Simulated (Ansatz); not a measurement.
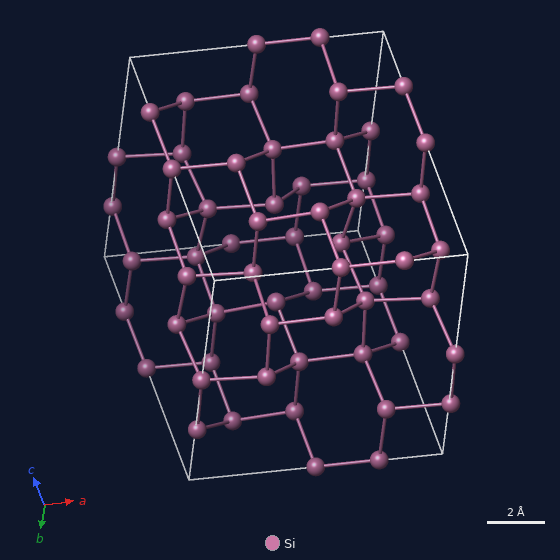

The figure gives a ball-and-stick picture of the atoms, viewed from a general direction. The lines enclose the supercell; boundary atoms appear with their images. The host is Si, in a cell of 32 sites, and the cell carries a charge of -1.

What kind of defect was put in?

A silicon vacancy. Around the empty site lie four Si at about 2.0 to 2.1 Å.

The numbers come from Ansatz, DFT PBEsol, scalar-relativistic, plane waves, PAW, using a kinetic-energy cutoff of 420 eV, 2×2×2 k-mesh, Gaussian smearing of 0.02 eV, collinear spins.

Is the defect spin-polarised?

No net moment.

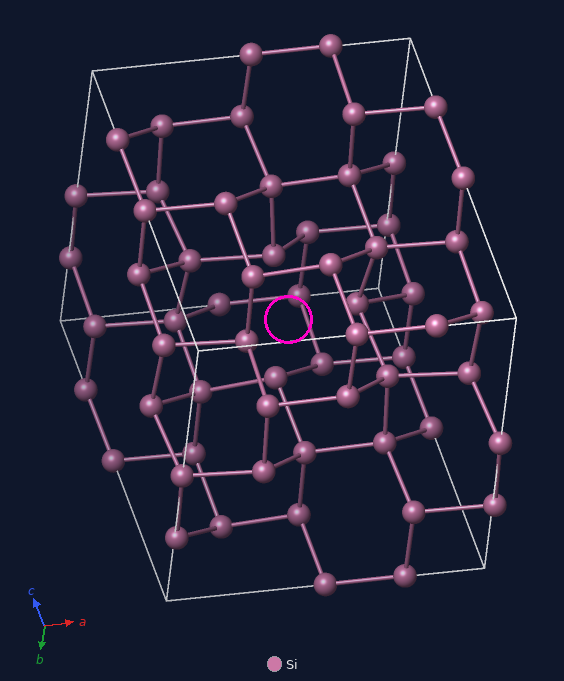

The same cell with a ring at the defect's site.

The atoms were relaxed in the host's cell with Ansatz, DFT PBEsol, scalar-relativistic, plane waves, PAW.
